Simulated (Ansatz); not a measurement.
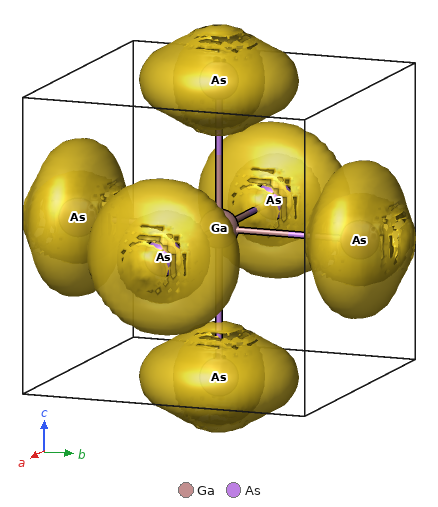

*GaAs$_{3}$. Isosurface of the electron localisation function at 0.65 (yellow), seen slightly off an axis. Only the valence region is drawn (cores and ρ < 0.01 e/Å³ removed). Sticks mark near contacts.*

Space group Pm-3m; a structure generated by program, which may or may not match a known phase.

Computed with Ansatz 0.2.0, DFT PBE, scalar-relativistic, plane waves, PAW.

In a PAW calculation such maps are meaningful between the atoms, not at the nuclei.

The calculation's input:

```
crystal:
  lattice:
    - [4.9782336793, 0.0, 0.0]
    - [0.0, 4.9782336793, 0.0]
    - [0.0, 0.0, 4.9782336793]
  atoms:
    - { symbol: Ga, position: [0.5, 0.5, 0.5] }
    - { symbol: As, position: [0.0, 0.5, 0.5] }
    - { symbol: As, position: [0.5, 0.0, 0.5] }
    - { symbol: As, position: [0.5, 0.5, 0.0] }
basis:
  ecutwfc: 420
kpoints:
  mp_grid: { grid: [10, 10, 10] }
hamiltonian:
  xc: pbe
scf:
  occupations: { method: gaussian, width: 0.1 }
output:
  forces: true
  stress: true
  eigenvalues: true
  write_density: true
  write_potential: true
  elf: true
  volumetric_format: npy
relax:
  adjacent_minimum: "off"
  f_tol: 0.01
  max_steps: 80
  cell: { stress_tol: 0.05 }
```

Command:

```sh
ansatz run input.yaml --threads 1 --pin off --max-ram 2560MiB --backend cpu --events-out ev --progress --plain --runs-dir out
```

Below, planes, directions and counts refer to the conventional cell (a = 4.98 Å, b = 4.98 Å, c = 4.98 Å, α = 90.00°, β = 90.00°, γ = 90.00°).

> Where are the electrons localised?

The ELF exceeds this value in three regions wrapped around As (the valence shell of each), counted in one cell of 4 atoms. Any copies at cell faces, edges or corners count once. Profiles from the grid: Ga–As (2.49 Å): the ELF is about 0.55 at the midpoint.

> Metal or insulator at this level of theory?

It is gapless in this calculation (a metal or semimetal).
